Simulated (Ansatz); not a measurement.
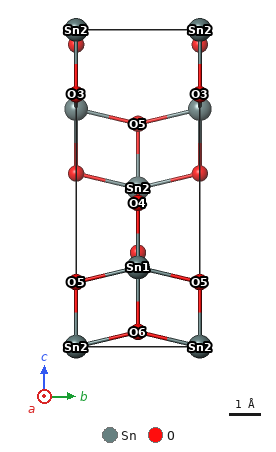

This is the input geometry for a relaxation of crystalline SnO2 (set up in I4_1/amd). A ball-and-stick model of the conventional cell (2 times the calculation's cell), seen along the a axis. Lengths and directions refer to the drawn axes.

Computed with DFT r2SCAN, scalar-relativistic, plane waves, PAW in Ansatz 0.2.0.

The input:
```yaml
crystal:
  lattice:
    - [-2.0000686112, 2.0000686112, 5.1236788559]
    - [2.0000686112, -2.0000686112, 5.1236788559]
    - [2.0000686112, 2.0000686112, -5.1236788559]
  atoms:
    - { symbol: Sn, position: [0.75, 0.25, 0.5] }
    - { symbol: Sn, position: [0.0, 0.0, 0.0] }
    - { symbol: O, position: [0.79652259, 0.79652259, 0.0] }
    - { symbol: O, position: [0.95347741, 0.45347741, 0.5] }
    - { symbol: O, position: [0.20347741, 0.20347741, 0.0] }
    - { symbol: O, position: [0.54652259, 0.04652259, 0.5] }
basis:
  ecutwfc: 500
kpoints:
  mp_grid: { grid: [10, 10, 10] }
hamiltonian:
  xc: r2scan
scf:
  occupations: { method: gaussian, width: 0.02 }
output:
  forces: true
  stress: true
  eigenvalues: true
relax:
  adjacent_minimum: "off"
  f_tol: 0.005
  max_steps: 80
  cell: { stress_tol: 0.05 }
```

Run as
```bash
ansatz run input.yaml --threads 1 --pin off --max-ram 2560MiB --backend cpu --events-out ev --progress --plain --runs-dir out
```

### Predict the outcome.

The atoms keep their places relative to the cell (all moves are under 0.005 Å). Cell: a = b 4.000 → 3.999 Å (0.0 %), c 10.247 → 10.204 Å (−0.4 %). Volume −0.5 %. Among the contacts that change: Sn1–O4 2.085 → 2.078 Å. The space group stays I4_1/amd (No. 141). After 3 accepted moves (4 points after the start) the energy has fallen by 0.2 meV per atom. The largest force component goes from 0.051 to 0.00031 eV/Å. The pressure goes from −0.89 to 0.01 GPa. At 1 point the geometry stayed and the basis and grid were re-selected for the new cell (energy shift of less than 0.05 meV per atom at most each time). The run took 2.9 min on 1 thread of Arm Neoverse V1, with other jobs on the host, peak memory 0.69 GiB.
